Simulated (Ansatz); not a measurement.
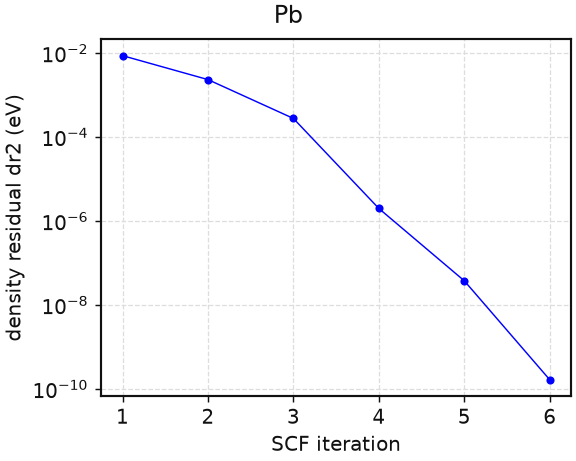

The plot shows the SCF iterations of a calculation: density residual dr2. The starting density is a sum of atomic densities corrected by a trained network.

Pb (1 atom in the cell), run with Ansatz.

```
crystal:
  lattice:
    - [0.0, 2.4749988096, 2.4749988096]
    - [2.4749988096, 0.0, 2.4749988096]
    - [2.4749988096, 2.4749988096, 0.0]
  atoms:
    - { symbol: Pb, position: [0.0, 0.0, 0.0] }
basis:
  ecutwfc: 420
  ecutrho_ratio: 4
kpoints:
  mp_grid: { grid: [12, 12, 12] }
hamiltonian:
  xc: pbesol
scf:
  occupations: { method: fixed }
  max_iter: 80
output:
  forces: true
  stress: true
```

Launched with:
```bash
ansatz run input.yaml --threads 4 --pin off --max-ram 9216MiB --backend cpu --events-out ev --progress --plain --runs-dir out
```

Q: How did this run end?

A: It converged, after 6 iterations. The residual falls at every step.

Q: Read the residual at the first and at the last step drawn.

A: It starts near 9 × 10⁻³ and ends near 2 × 10⁻¹⁰ eV.

Q: Is anything amiss with this input?

A: The input holds an odd setting (fixed occupations whatever the gap). The SCF closed, but its energy differs from that of a run with usual settings by more than 1 meV per atom.
